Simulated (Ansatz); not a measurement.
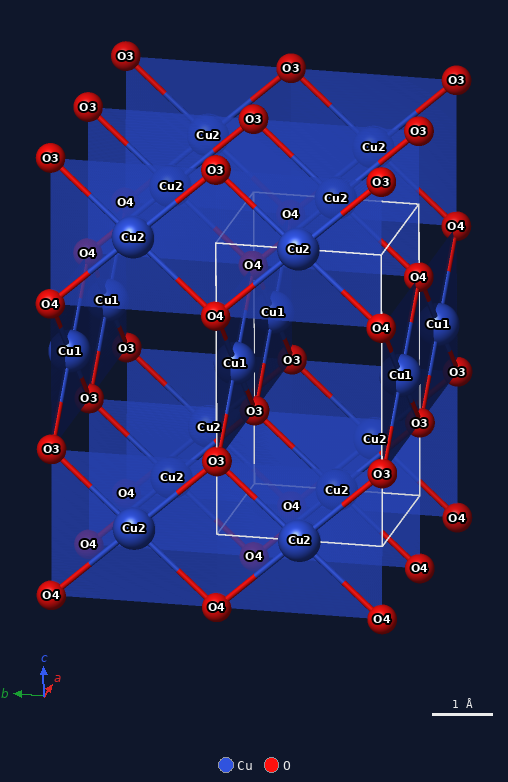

Fig. 1: The input geometry of run A (polyhedral view of the cell of the calculation, repeated 2 × 2 × 1, seen at an oblique angle; polyhedra are completed across the faces of the cell; atoms are numbered from 1 in the order of the input). An atom can appear more than once, as a periodic image.

## CuO: a changed input and its effect

System: CuO (4 atoms in the cell).
Method of run A: DFT PBEsol, scalar-relativistic, plane waves, PAW, spin-polarised (Ansatz 0.2.0).

The structure derives from a Materials Project entry. Text and figures count atoms from 1; the logs count them from 0 in places.

Input, run A:
```yaml
crystal:
  lattice:
    - [2.8795009639, 0.0, 0.0]
    - [0.039072758, 2.8792794796, 0.0]
    - [0.0174953863, 0.0172449008, 5.1763391994]
  atoms:
    - { symbol: Cu, position: [0.5, 0.0, 0.5], spin: -1.0 }
    - { symbol: Cu, position: [0.0, 0.5, 0.0], spin: 1.0 }
    - { symbol: O, position: [0.00157603, 0.99832822, 0.2501129] }
    - { symbol: O, position: [0.99842397, 0.00167178, 0.7498871] }
basis:
  ecutwfc: 420
kpoints:
  mp_grid: { grid: [6, 6, 4] }
hamiltonian:
  xc: pbesol
scf:
  occupations: { method: gaussian, width: 0.1 }
output:
  forces: true
  stress: true
  eigenvalues: true
  populations: true
magnetization:
  spin_polarized: true
```

Command:
```bash
ansatz run input.yaml --threads 1 --pin off --max-ram 2560MiB --backend cpu --events-out ev --progress --plain --runs-dir out
```

Hardware: 1 thread of Intel Xeon (Granite Rapids), 32 GiB of memory available, shared host.

Output, shortened to warnings, some set-up lines, iterations and results (run A):
```
WARN: the starting moments were not kept: the SCF closed with an absolute magnetisation of 2.3e-5 μB, where they sum to 2 μB in size (2 sites). That is at most 0.1 of that sum. Measured as dr2_m measures the in/out step, that magnetisation stands 4.9e-10 eV from none, at or under the dr2_threshold of 1.0e-7 eV: it is no larger than a step whose dr2_m would equal this threshold. The system may …
Basis set: ecut = 420 eV, 827 PW (Γ), exchange–correlation on 40×40×72 points (8 copies of the dense FFT grid, shifted against one another)
Symmetry: 2 space group operations
k-points: 76 of 144
Initial density: superposition of atomic densities (chi_scale 0.1, normalization cell, long waves kept (reshape's long-wave potential 0.00 eV rms))
[...]
SCF iter   1: F=—  HF=-14295.996448 eV  |F-HF|=—  |Δ(HF+E_count)|=         —  Δρ=8.13e-2 (↑8.09e-2 ↓8.13e-2)  dr2=4.32e-1  dr2_m=2.22e0  M=-0.000 μB ∫|m|=0.642 μB  β_m=0.30  …
SCF iter   2: F=—  HF=-14296.232945 eV  |F-HF|=—  |Δ(HF+E_count)|=   2.36e-1  Δρ=5.86e-2 (↑5.86e-2 ↓5.82e-2)  dr2=2.17e-1  dr2_m=1.15e0  M=0.001 μB ∫|m|=0.626 μB  β_m=0.30  …
SCF iter   3: F=—  HF=-14296.442439 eV  |F-HF|=—  |Δ(HF+E_count)|=   2.09e-1  Δρ=4.16e-2 (↑4.01e-2 ↓4.16e-2)  dr2=7.61e-2  dr2_m=6.10e-1  M=-0.001 μB ∫|m|=0.603 μB  β_m=0.30  …
SCF iter   4: F=—  HF=-14296.507941 eV  |F-HF|=—  |Δ(HF+E_count)|=   6.55e-2  Δρ=3.36e-2 (↑3.36e-2 ↓2.66e-2)  dr2=3.38e-2  dr2_m=3.51e-1  M=0.003 μB ∫|m|=0.564 μB  β_m=0.30  …
SCF iter   5: F=—  HF=-14296.523529 eV  |F-HF|=—  |Δ(HF+E_count)|=   1.56e-2  Δρ=2.34e-2 (↑2.31e-2 ↓2.34e-2)  dr2=5.60e-3  dr2_m=2.10e-1  M=0.001 μB ∫|m|=0.525 μB  β_m=0.30  …
[... 12 lines ...]
SCF iter  18: F=—  HF=-14296.562575 eV  |F-HF|=—  |Δ(HF+E_count)|=   9.81e-8  Δρ=9.41e-6 (↑9.41e-6 ↓8.80e-6)  dr2=1.26e-7  dr2_m=6.84e-10  M=0.000 μB ∫|m|=0.000 μB  β_m=0.91  …
SCF iter  19: F=—  HF=-14296.562575 eV  |F-HF|=—  |Δ(HF+E_count)|=   1.63e-8  Δρ=6.70e-6 (↑5.23e-6 ↓6.70e-6)  dr2=4.81e-8  dr2_m=5.47e-10  M=0.000 μB ∫|m|=0.000 μB  β_m=0.92  …
SCF iter  20: F=—  HF=-14296.562575 eV  |F-HF|=—  |Δ(HF+E_count)|=   1.13e-9  Δρ=3.45e-6 (↑1.94e-6 ↓3.45e-6)  dr2=9.37e-9  dr2_m=2.69e-10  M=0.000 μB ∫|m|=0.000 μB  β_m=0.81  …
SCF iter  21: F=-14296.562575 eV  HF=-14296.562575 eV  |F-HF|=1.81e-9  |Δ(HF+E_count)|=  2.16e-10  Δρ=1.50e-6 (↑1.02e-6 ↓1.50e-6)  dr2=2.04e-9  dr2_m=3.14e-11  M=0.000 μB …
SCF 1 converged in 21 iterations: F = -14296.562575 eV  dr2 = 2.04e-9
WARN: the starting moments were not kept: the SCF closed with an absolute magnetisation of 2.3e-5 μB, where they sum to 2 μB in size (2 sites). That is at most 0.1 of that sum. Measured as dr2_m measures the in/out step, that magnetisation stands 4.9e-10 eV from none, at or under the dr2_threshold …
SCF converged after 21 iterations
Magnetization: 0.0000 μB (25.0000 up, 25.0000 down)
Absolute magnetization: 0.0000 μB (∫|ρ↑−ρ↓|, with the PAW one-centre terms)
Spin contamination: 0.0000 ħ² per cell (⟨S²⟩ above its minimum at these occupations)
Per-site moments (μB) at R_I (Å): [(-7.632161199970314e-6, 0.7983571883277322), (8.263158695838746e-6, 0.7986000271989621), (2.8189743240205187e-7, 0.7983571883277322), (2.818974323466347e-7, 0.7983571883277323)]
Free energy (F): -14296.562575 eV
Harris-Foulkes:  -14296.562575 eV  (|F-HF|=1.81e-9)
Internal energy: -14296.553607 eV  (E = F + TS)
E sigma→0 (E₀):  -14296.558091 eV
Entropy (-TS):   -0.008969 eV (-2.242 meV/atom)
Fermi energy:    11.293053 eV
--- Per-component energies (eV) ---
  E_band       = -908.819273
  E_kinetic    = 941.342340
  E_local      = -10023.411071  (includes V_loc(G=0)·N_el)
  E_nonlocal   = 879.814978
  E_hartree    = 4333.950072
  E_xc         = -320.653707
  E_vxc        = -413.710860  (∫ρ·V_xc dr)
[...]
```

The input of run B differs as follows (lines with − go, lines with + come):
```diff
-    - { symbol: Cu, position: [0.5, 0.0, 0.5], spin: -1.0 }
-    - { symbol: Cu, position: [0.0, 0.5, 0.0], spin: 1.0 }
+    - { symbol: Cu, position: [0.5, 0.0, 0.5] }
+    - { symbol: Cu, position: [0.0, 0.5, 0.0] }
-  mp_grid: { grid: [6, 6, 4] }
+  mp_grid: { grid: [14, 14, 8] }
-magnetization:
-  spin_polarized: true
```

What does this change do to the results?

With the same functional and potentials, run B lies 2.9 meV per atom higher (other lines of the input change too). The SCF takes 8 iterations against 21. The irreducible k-points go from 76 to 788. On the same kind of shared host run B took about 2.7 times as long. The two runs start from different initial densities, which also moves the count.

Output, shortened to warnings, some set-up lines, iterations and results (run B):
```
Basis set: ecut = 420 eV, 827 PW (Γ), exchange–correlation on 40×40×72 points (8 copies of the dense FFT grid, shifted against one another)
Symmetry: 2 space group operations
k-points: 788 of 1568
Initial density: superposition of atomic densities (neutral atoms: chi_scale 0, normalization atom), corrected by the library's trained network
[...]
SCF iter   1: F=—  HF=-14296.583735 eV  |F-HF|=—  |Δ(HF+E_count)|=         —  Δρ=1.89e-2  dr2=1.06e-1  ethr=1.77e-3  ⟨swp⟩=5.1  Hψ=82549  notcnv=0
SCF iter   2: F=—  HF=-14296.608576 eV  |F-HF|=—  |Δ(HF+E_count)|=   2.48e-2  Δρ=2.74e-2  dr2=1.67e-1  ethr=2.13e-4  ⟨swp⟩=2.1  Hψ=52935  notcnv=0  defer=301
SCF iter   3: F=—  HF=-14296.554919 eV  |F-HF|=—  |Δ(HF+E_count)|=   5.37e-2  Δρ=7.82e-3  dr2=1.46e-2  ethr=2.13e-4  ⟨swp⟩=2.0  Hψ=38777  notcnv=0  defer=301
SCF iter   4: F=—  HF=-14296.551416 eV  |F-HF|=—  |Δ(HF+E_count)|=   3.50e-3  Δρ=2.57e-3  dr2=1.87e-3  ethr=2.92e-5  ⟨swp⟩=2.0  Hψ=30911  notcnv=0  defer=301
SCF iter   5: F=—  HF=-14296.551087 eV  |F-HF|=—  |Δ(HF+E_count)|=   3.29e-4  Δρ=4.63e-4  dr2=5.94e-5  ethr=3.74e-6  ⟨swp⟩=2.1  Hψ=29317  notcnv=0  defer=299
SCF iter   6: F=—  HF=-14296.550961 eV  |F-HF|=—  |Δ(HF+E_count)|=   1.25e-4  Δρ=1.68e-4  dr2=7.36e-6  ethr=1.19e-7  ⟨swp⟩=2.3  Hψ=31054  notcnv=0  defer=280
SCF iter   7: F=—  HF=-14296.550961 eV  |F-HF|=—  |Δ(HF+E_count)|=   9.59e-7  Δρ=5.90e-5  dr2=9.27e-7  ethr=1.47e-8  ⟨swp⟩=2.1  Hψ=33446  notcnv=0  defer=280
SCF iter   8: F=-14296.550960 eV  HF=-14296.550960 eV  |F-HF|=4.41e-8  |Δ(HF+E_count)|=   6.87e-8  Δρ=1.38e-5  dr2=5.49e-8  ethr=2.00e-10  ⟨swp⟩=4.2  Hψ=96462  notcnv=0
SCF 1 converged in 8 iterations: F = -14296.550960 eV  dr2 = 5.49e-8
SCF converged after 8 iterations
Free energy (F): -14296.550960 eV
Harris-Foulkes:  -14296.550960 eV  (|F-HF|=4.41e-8)
Internal energy: -14296.538106 eV  (E = F + TS)
E sigma→0 (E₀):  -14296.544533 eV
Entropy (-TS):   -0.012854 eV (-3.214 meV/atom)
Fermi energy:    11.289093 eV
--- Per-component energies (eV) ---
  E_band       = -908.811183
  E_kinetic    = 941.343076
  E_local      = -10023.341198  (includes V_loc(G=0)·N_el)
  E_nonlocal   = 879.783177
  E_hartree    = 4333.888005
  E_xc         = -320.649957
  E_vxc        = -413.706145  (∫ρ·V_xc dr)
  E_paw        = -3552.351488  (= ΣΔE_a)
  E_vpaw       = -960.689852  (= ΣTr[D̂ρ^β])
  E_aug_tail   = 0.005495  (compensation charges beyond the density's cutoff)
  E_ewald      = -6555.698196
  E_core_change = 0.482980  (= ΣΔE_core)
  E_smearing   = -0.012854  (= −TS)
  E_closure    = -0.000000  (closes the sum)
  Σ components = -14296.550960   (vs F -14296.550960, Δ=0.00e0)
--- Forces (eV/Å), atoms counted from 1 ---
  atom   1  Cu     0.00000000     0.00000000     0.00000000
  atom   2  Cu     0.00000000     0.00000000     0.00000000
  atom   3  O     -0.00543521     0.00692810    -0.00902879
  atom   4  O      0.00543521    -0.00692810     0.00902879
  max |Σ_I F_I| component: 0.00e0 eV/Å
--- Stress (GPa, compression-positive) ---
       -0.764196      -0.091302      -0.015480
       -0.091302      -0.802394      -0.003363
       -0.015480      -0.003363      -4.574712
  P = ⅓ Tr σ = -2.0471 GPa (-20.471 kbar)
--- Löwdin populations: 4 sites ---
  site symbol       q [e]
     0     Cu     18.0194
     1     Cu     18.0203
     2      O      6.8657
     3      O      6.8657
  spilling = 0.004577 (of n_electrons = 50.000000)
```

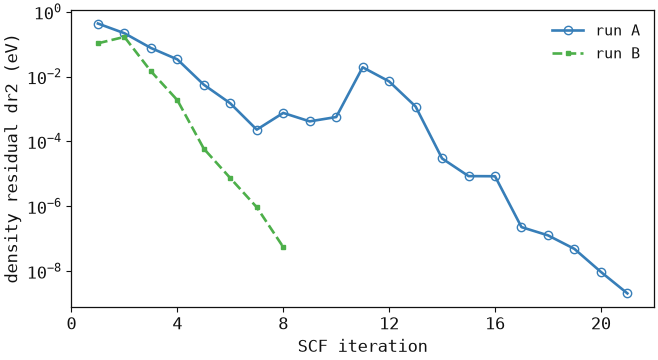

Fig. 2: Convergence of the two runs: density residual dr2 against the SCF iteration. Run A takes 21 iterations in all, and run B takes 8.

The two runs side by side:

```tsv
quantity	run A	run B
outcome	converged	converged
free energy per atom (eV)	−3574.1406	−3574.1377
energy per atom, smearing taken to zero (eV)	−3574.1395	−3574.1361
gap on the mesh (eV)	0.00	0.00
net moment of the cell (μB)	0.00	–
absolute moment of the cell (μB)	0.00	–
pressure (GPa)	−2.09	−2.05
largest force (eV/Å)	0.014	0.013
SCF iterations	21	8
irreducible k-points	76	788
plane waves at Γ	827	827
wall time (shared host)	10 s	28 s
```

For run A: Warnings: some starting moments were not kept. For run B: The run has no spin polarisation, so a magnetic state may lie lower.
